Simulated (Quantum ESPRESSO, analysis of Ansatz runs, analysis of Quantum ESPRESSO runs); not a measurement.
# Mn on the Ga site in GaP: charge-transition level against experiment (Quantum ESPRESSO)

Aim: the charge-transition level of the Mn on the Ga site in GaP, to be set beside the measurement. Set-up: PBE, GBRV 1.5 PBE, 64-site cell, PBE lattice, k: the zone centre alone then 2x2x2 shifted, symmetric start, dielectric constants 9.1 and 11.1 (handbook). The model is a cell of 64 host atoms with 1 Ga taken out and 1 Mn put in. The level is the Fermi energy at which two charge states have equal formation energy, after a correction for the images of the charge. Another start tests whether the structure found is the lowest.

What was measured. (0/-1) level above the valence-band top: 0.4 eV, by temperature-dependent Hall effect (quoted in “Electronic structure of transition-atom impurities in GaP”, 1985, V. A. Singh and Alex Zunger, quoting earlier work (1976)).

Calculated with Quantum ESPRESSO 7.5; Quantum ESPRESSO plane-wave DFT, PBE, GBRV 1.5 PBE potentials; relaxation of all atoms of a defect supercell.

### Step 1. The starting structure

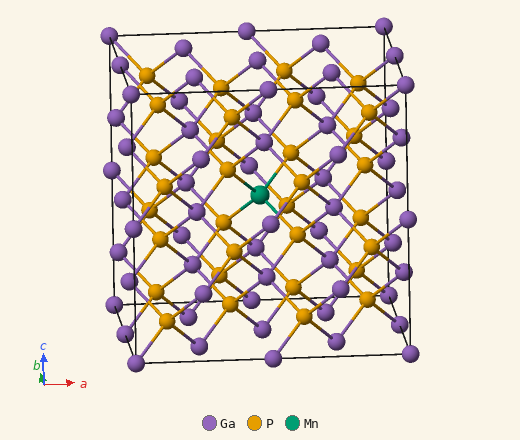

The starting structure, seen slightly off an axis (gallium purple, phosphorus orange, manganese teal). Bonds to atoms that aren't drawn are left out. Some periodic images of atoms are drawn too.

The cell holds 64 atoms: 31 Ga, 32 P and 1 Mn. Its edges and angles: a = 10.990 Å, b = 10.990 Å, c = 10.990 Å, α = 90.0°, β = 90.0°, γ = 90.0°. It derives from GaP (space group F-43m). Nearest the centre at fractional (0.500, 0.500, 0.500): Mn57 at 0.00 Å, P23 at 2.38 Å, P61 at 2.38 Å, P16 at 2.38 Å, P38 at 2.38 Å, Ga50 at 3.89 Å, Ga28 at 3.89 Å, Ga60 at 3.89 Å.

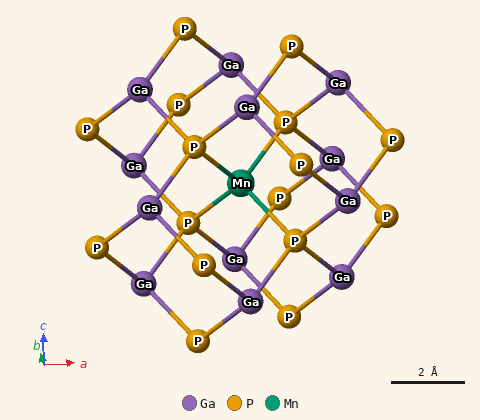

The atoms within 5 Å of the centre.

The host's primitive cell comes from a first run (Quantum ESPRESSO plane-wave DFT, PBE, GBRV 1.5 PBE potentials; relaxation of cell and atoms of a defect-free cell): vectors of 3.886, 3.886 and 3.886 Å. That is 20.74 Å³ an atom, 2.5 % over the diffraction cell's volume. The supercell is built on it.

### Step 2. Relaxation, charge 0

Every later number rests on the structure around the defect, so the atoms are relaxed at the host's lattice first.

File pw.in:

```
&CONTROL
  calculation = 'relax'
  prefix = 'pwscf'
  outdir = './tmp'
  pseudo_dir = './pseudo'
  tprnfor = .true.
  disk_io = 'low'
  nstep = 70
  forc_conv_thr = 0.00078
  etot_conv_thr = 0.0001
/
&SYSTEM
  ibrav = 0
  nat = 64
  ntyp = 3
  ecutwfc = 45
  ecutrho = 360
  nbnd = 388
  occupations = 'smearing'
  smearing = 'fd'
  degauss = 0.00073499
  nspin = 2
  starting_magnetization(1) = 0.0263
  starting_magnetization(2) = 0.1
  starting_magnetization(3) = 0.0333
  tot_magnetization = 4
/
&ELECTRONS
  conv_thr = 6d-08
  electron_maxstep = 100
  mixing_beta = 0.3
/
&IONS
  ion_dynamics = 'bfgs'
/
ATOMIC_SPECIES
Ga    69.7230 ga_pbe_v1.4.uspp.F.UPF
P     30.9738 p_pbe_v1.5.uspp.F.UPF
Mn    54.9380 mn_pbe_v1.5.uspp.F.UPF
CELL_PARAMETERS angstrom
  10.9900019480    0.0000000000    0.0000000000
   0.0000000000    0.0000000000  -10.9900019480
   0.0000000000   10.9900019480    0.0000000000
ATOMIC_POSITIONS crystal
Ga     0.0000000000    0.0000000000    0.0000000000
Ga     0.0000000000    0.2500000000    0.2500000000
Ga     0.2500000000    0.0000000000    0.2500000000
Ga     0.2500000000    0.2500000000    0.0000000000
P      0.1250000000    0.1250000000    0.1250000000
P      0.1250000000    0.3750000000    0.3750000000
P      0.3750000000    0.1250000000    0.3750000000
P      0.3750000000    0.3750000000    0.1250000000
Ga     0.0000000000    0.0000000000    0.5000000000
Ga     0.0000000000    0.2500000000    0.7500000000
Ga     0.2500000000    0.0000000000    0.7500000000
Ga     0.2500000000    0.2500000000    0.5000000000
P      0.1250000000    0.1250000000    0.6250000000
P      0.1250000000    0.3750000000    0.8750000000
P      0.3750000000    0.1250000000    0.8750000000
P      0.3750000000    0.3750000000    0.6250000000
Ga     0.0000000000    0.5000000000    0.0000000000
Ga     0.0000000000    0.7500000000    0.2500000000
Ga     0.2500000000    0.5000000000    0.2500000000
Ga     0.2500000000    0.7500000000    0.0000000000
P      0.1250000000    0.6250000000    0.1250000000
P      0.1250000000    0.8750000000    0.3750000000
P      0.3750000000    0.6250000000    0.3750000000
P      0.3750000000    0.8750000000    0.1250000000
Ga     0.0000000000    0.5000000000    0.5000000000
Ga     0.0000000000    0.7500000000    0.7500000000
Ga     0.2500000000    0.5000000000    0.7500000000
Ga     0.2500000000    0.7500000000    0.5000000000
P      0.1250000000    0.6250000000    0.6250000000
P      0.1250000000    0.8750000000    0.8750000000
P      0.3750000000    0.6250000000    0.8750000000
P      0.3750000000    0.8750000000    0.6250000000
Ga     0.5000000000    0.0000000000    0.0000000000
Ga     0.5000000000    0.2500000000    0.2500000000
Ga     0.7500000000    0.0000000000    0.2500000000
Ga     0.7500000000    0.2500000000    0.0000000000
P      0.6250000000    0.1250000000    0.1250000000
P      0.6250000000    0.3750000000    0.3750000000
P      0.8750000000    0.1250000000    0.3750000000
P      0.8750000000    0.3750000000    0.1250000000
Ga     0.5000000000    0.0000000000    0.5000000000
Ga     0.5000000000    0.2500000000    0.7500000000
Ga     0.7500000000    0.0000000000    0.7500000000
Ga     0.7500000000    0.2500000000    0.5000000000
P      0.6250000000    0.1250000000    0.6250000000
P      0.6250000000    0.3750000000    0.8750000000
P      0.8750000000    0.1250000000    0.8750000000
P      0.8750000000    0.3750000000    0.6250000000
Ga     0.5000000000    0.5000000000    0.0000000000
Ga     0.5000000000    0.7500000000    0.2500000000
Ga     0.7500000000    0.5000000000    0.2500000000
Ga     0.7500000000    0.7500000000    0.0000000000
P      0.6250000000    0.6250000000    0.1250000000
P      0.6250000000    0.8750000000    0.3750000000
P      0.8750000000    0.6250000000    0.3750000000
P      0.8750000000    0.8750000000    0.1250000000
Mn     0.5000000000    0.5000000000    0.5000000000
Ga     0.5000000000    0.7500000000    0.7500000000
Ga     0.7500000000    0.5000000000    0.7500000000
Ga     0.7500000000    0.7500000000    0.5000000000
P      0.6250000000    0.6250000000    0.6250000000
P      0.6250000000    0.8750000000    0.8750000000
P      0.8750000000    0.6250000000    0.8750000000
P      0.8750000000    0.8750000000    0.6250000000
K_POINTS gamma
```

Started as:

```console
$ OMP_NUM_THREADS=1 mpirun -n 4 pw.x -in pw.in > pw.out
```

The program printed:

```text
[shortened: banners, details of potentials and solvers, and blank lines are left out]
     gamma-point specific algorithms are used
     Message from routine setup:
     using ibrav=0 with symmetry is DISCOURAGED, use correct ibrav instead
     one sub-group per band group will be used
     scalapack distributed-memory algorithm (size of sub-group:  2*  2 procs)
     bravais-lattice index     =            0
     lattice parameter (alat)  =      20.7681  a.u.
     unit-cell volume          =    8957.5638 (a.u.)^3
     number of atoms/cell      =           64
     number of atomic types    =            3
     number of electrons       =       764.00 (up: 384.00, down: 380.00)
     number of Kohn-Sham states=          388
     kinetic-energy cutoff     =      45.0000  Ry
     charge density cutoff     =     360.0000  Ry
     scf convergence threshold =      6.0E-08
     mixing beta               =       0.3000
     number of iterations used =            8  plain     mixing
     energy convergence thresh.=      1.0E-04
     force convergence thresh. =      7.8E-04
     Exchange-correlation=  SLA  PW   PBX  PBC
                           (   1   4   3   4   0   0   0)
     nstep                     =           70
     crystal axes: (cart. coord. in units of alat)
               a(1) = (   1.000000   0.000000   0.000000 )
               a(2) = (   0.000000   0.000000  -1.000000 )
               a(3) = (   0.000000   1.000000   0.000000 )
     PseudoPot. # 1 for Ga read from file:
     ga_pbe_v1.4.uspp.F.UPF
     Pseudo is Ultrasoft + core correction, Zval = 19.0
[...]
PseudoPot. # 2 for P  read from file:
     p_pbe_v1.5.uspp.F.UPF
     Pseudo is Ultrasoft + core correction, Zval =  5.0
[...]
PseudoPot. # 3 for Mn read from file:
     mn_pbe_v1.5.uspp.F.UPF
     Pseudo is Ultrasoft + core correction, Zval = 15.0
[...]
atomic species   valence    mass     pseudopotential
     Ga               19.00    69.72300     Ga( 1.00)
     P                 5.00    30.97380     P ( 1.00)
     Mn               15.00    54.93800     Mn( 1.00)
     Starting magnetic structure
     atomic species   magnetization
     Ga              0.026
     P               0.100
     Mn              0.033
     24 Sym. Ops. (no inversion) found
     site n.     atom                  positions (alat units)
         1        Ga     tau(   1) = (   0.0000000   0.0000000   0.0000000  )
         2        Ga     tau(   2) = (   0.0000000   0.2500000  -0.2500000  )
         3        Ga     tau(   3) = (   0.2500000   0.2500000   0.0000000  )
         4        Ga     tau(   4) = (   0.2500000   0.0000000  -0.2500000  )
         5        P      tau(   5) = (   0.1250000   0.1250000  -0.1250000  )
         6        P      tau(   6) = (   0.1250000   0.3750000  -0.3750000  )
         7        P      tau(   7) = (   0.3750000   0.3750000  -0.1250000  )
         8        P      tau(   8) = (   0.3750000   0.1250000  -0.3750000  )
[...]
number of k points=     1  Fermi-Dirac smearing, width (Ry)=  0.0007
                       cart. coord. in units 2pi/alat
        k(    1) = (   0.0000000   0.0000000   0.0000000), wk =   1.0000000
     Dense  grid:   516955 G-vectors     FFT dimensions: ( 125, 125, 125)
     Smooth grid:   182747 G-vectors     FFT dimensions: (  90,  90,  90)
     Generating pointlists ...
     new r_m :   0.0893 (alat units)  1.8548 (a.u.) for type    1
     new r_m :   0.0893 (alat units)  1.8548 (a.u.) for type    2
     new r_m :   0.0893 (alat units)  1.8548 (a.u.) for type    3
     starting charge     732.4948, renormalised to     764.0000
     Self-consistent Calculation
     iteration #  1     ecut=    45.00 Ry     beta= 0.30
     total energy              =  -13525.89856569 Ry
     estimated scf accuracy    <     213.12623464 Ry
     total magnetization       =     4.00 Bohr mag/cell
     absolute magnetization    =     5.17 Bohr mag/cell
     iteration #  2     ecut=    45.00 Ry     beta= 0.30
     total energy              =  -13573.81416212 Ry
     estimated scf accuracy    <      57.40451370 Ry
     total magnetization       =     4.00 Bohr mag/cell
[...]
[... 56 further cycles ...]
[...]
iteration #  9     ecut=    45.00 Ry     beta= 0.30
     total energy              =  -13584.97309999 Ry
     estimated scf accuracy    <          2.0E-09 Ry
     total magnetization       =     4.00 Bohr mag/cell
     absolute magnetization    =     4.60 Bohr mag/cell
     iteration # 10     ecut=    45.00 Ry     beta= 0.30
     Magnetic moment per site  (integrated on atomic sphere of radius R)
     atom   1 (R=0.089)  charge= 16.9076  magn= -0.0006
     atom   2 (R=0.089)  charge= 16.9076  magn= -0.0005
     atom   3 (R=0.089)  charge= 16.9076  magn= -0.0005
     atom   4 (R=0.089)  charge= 16.9076  magn= -0.0005
     atom   5 (R=0.089)  charge=  2.9146  magn= -0.0059
     atom   6 (R=0.089)  charge=  2.9133  magn= -0.0028
     atom   7 (R=0.089)  charge=  2.9133  magn= -0.0028
     atom   8 (R=0.089)  charge=  2.9133  magn= -0.0028
[...]
End of self-consistent calculation
 ------ SPIN UP ------------
          k = 0.0000 0.0000 0.0000 ( 22885 PWs)   bands (ev):
   -86.6522 -86.6522 -86.6522 -86.6407 -86.6405 -86.6405 -86.6405 -86.6405
   -86.6405 -86.6405 -86.6405 -86.6405 -86.6404 -86.6404 -86.6404 -86.6397
   -86.6397 -86.6397 -86.6396 -86.6396 -86.6396 -86.6396 -86.6396 -86.6396
   -86.6395 -86.6395 -86.6395 -86.6391 -86.6391 -86.6391 -86.6391 -86.6390
   -86.6390 -86.6390 -86.6390 -86.6390 -86.6389 -86.6389 -86.6389 -86.6380
   -86.6380 -86.6380 -86.6380 -86.6380 -86.6380 -86.6342 -86.6342 -86.6342
   -86.6108 -86.6108 -86.6108 -86.6100 -86.6100 -86.6100 -86.6099 -86.6099
   -86.6099 -86.5947 -86.5947 -86.5947 -86.5946 -86.5946 -86.5946 -86.5946
[...]
------ SPIN DOWN ----------
          k = 0.0000 0.0000 0.0000 ( 22885 PWs)   bands (ev):
   -86.6528 -86.6528 -86.6528 -86.6411 -86.6409 -86.6409 -86.6409 -86.6409
   -86.6409 -86.6408 -86.6408 -86.6408 -86.6408 -86.6408 -86.6408 -86.6401
   -86.6401 -86.6401 -86.6400 -86.6400 -86.6400 -86.6400 -86.6400 -86.6399
   -86.6398 -86.6398 -86.6398 -86.6395 -86.6395 -86.6395 -86.6395 -86.6394
   -86.6394 -86.6394 -86.6394 -86.6394 -86.6393 -86.6393 -86.6393 -86.6386
   -86.6386 -86.6386 -86.6385 -86.6385 -86.6385 -86.6348 -86.6348 -86.6347
   -86.6110 -86.6110 -86.6110 -86.6102 -86.6102 -86.6102 -86.6101 -86.6101
   -86.6101 -86.5936 -86.5936 -86.5936 -86.5936 -86.5935 -86.5935 -86.5935
[...]
the spin up/dw Fermi energies are     7.8257    7.6789 ev
!    total energy              =  -13584.97309999 Ry
     estimated scf accuracy    <          2.4E-10 Ry
     smearing contrib. (-TS)   =      -0.00140349 Ry
     internal energy E=F+TS    =  -13584.97169649 Ry
     The total energy is F=E-TS. E is the sum of the following terms:
     one-electron contribution =  -12532.67555245 Ry
     hartree contribution      =    6525.36788716 Ry
     xc contribution           =   -1721.64787284 Ry
     ewald contribution        =   -5856.01615836 Ry
     total magnetization       =     4.00 Bohr mag/cell
     absolute magnetization    =     4.60 Bohr mag/cell
     convergence has been achieved in  10 iterations
     Forces acting on atoms (cartesian axes, Ry/au):
     atom    1 type  1   force =     0.00000000    0.00000000    0.00000000
     atom    2 type  1   force =     0.00044376   -0.00002566    0.00002566
     atom    3 type  1   force =    -0.00002566   -0.00002566   -0.00044376
     atom    4 type  1   force =    -0.00002566    0.00044376    0.00002566
     atom    5 type  2   force =     0.00000454    0.00000454   -0.00000454
     atom    6 type  2   force =     0.00050406    0.00024622   -0.00024622
     atom    7 type  2   force =     0.00024622    0.00024622   -0.00050406
     atom    8 type  2   force =     0.00024622    0.00050406   -0.00024622
[...]
Total force =     0.004249     Total SCF correction =     0.000078
     Energy error            =      2.5E-05 Ry
     Gradient error          =      6.5E-04 Ry/Bohr
     bfgs converged in   6 scf cycles and   5 bfgs steps
     (criteria: energy <  1.0E-04 Ry, force <  7.8E-04 Ry/Bohr)
     End of BFGS Geometry Optimization
     Final energy             =  -13584.9730999889 Ry
Begin final coordinates
ATOMIC_POSITIONS (crystal)
Ga               0.0000000000        0.0000000000        0.0000000000
Ga               0.0000329490        0.2500330053        0.2500330053
Ga               0.2500330053        0.0000329490        0.2500330053
Ga               0.2500330053        0.2500330053        0.0000329490
P                0.1249978844        0.1249978844        0.1249978844
P                0.1251160629        0.3750133473        0.3750133473
P                0.3750133473        0.1251160629        0.3750133473
P                0.3750133473        0.3750133473        0.1251160629
[...]
End final coordinates
   JOB DONE.
```

It took 33 min on 4 MPI ranks of Arm Neoverse V1, shared host; peak memory 3.5 GiB; 2.2 h of CPU time.

The steps of the relaxation:

| step | energy less that of the first step (eV) |
| --- | --- |
| 0 | 0.0000 |
| 1 | -0.0051 |
| 2 | -0.0090 |
| 3 | -0.0127 |
| 4 | -0.0149 |
| 5 | -0.0153 |

The atoms that moved most (Å):

| atom | dx | dy | dz | length |
| --- | --- | --- | --- | --- |
| P16 | 0.012 | -0.012 | -0.012 | 0.021 |
| P23 | 0.012 | 0.012 | 0.012 | 0.021 |
| P61 | -0.012 | -0.012 | 0.012 | 0.021 |
| P38 | -0.012 | 0.012 | -0.012 | 0.021 |
| Ga42 | -0.007 | -0.007 | -0.007 | 0.012 |
| Ga44 | -0.007 | -0.007 | -0.007 | 0.012 |
| Ga28 | 0.007 | -0.007 | 0.007 | 0.012 |
| Ga27 | 0.007 | -0.007 | 0.007 | 0.012 |

Neighbours of Mn57 at the end:

| atom | distance (Å) |
| --- | --- |
| P16 | 2.358 |
| P38 | 2.358 |
| P23 | 2.358 |
| P61 | 2.358 |
| Ga60 | 3.876 |
| Ga59 | 3.876 |
| Ga58 | 3.876 |
| Ga42 | 3.876 |
| Ga44 | 3.876 |
| Ga28 | 3.876 |
| Ga27 | 3.876 |
| Ga51 | 3.876 |
| Ga50 | 3.876 |
| Ga19 | 3.876 |
| Ga12 | 3.876 |
| Ga34 | 3.876 |

Numbers from this step:

| Property | Result |
| --- | --- |
| total moment | 4.000 μB |
| integral of the absolute spin density | 4.602 μB |

From the first step to the last the energy fell by 0.015 eV, and the largest move was 0.021 Å (P16 and 3 other atoms alike).

(Part 1 of 4 ends here.)

[Logs are printed without paths, hosts, clocks, repeated set-up lines and the standing remarks that a program may print on its own settings, such as how far it seeks lower states.]

[Hosts, paths, dates, database ids (printed as entryN), source tags and the programs' standing remarks are cut or masked in the printed files.]

[For some hosts the program warned that the k-mesh of the response run may be too coarse for force constants and the static dielectric constant; such warnings are not shown here.]
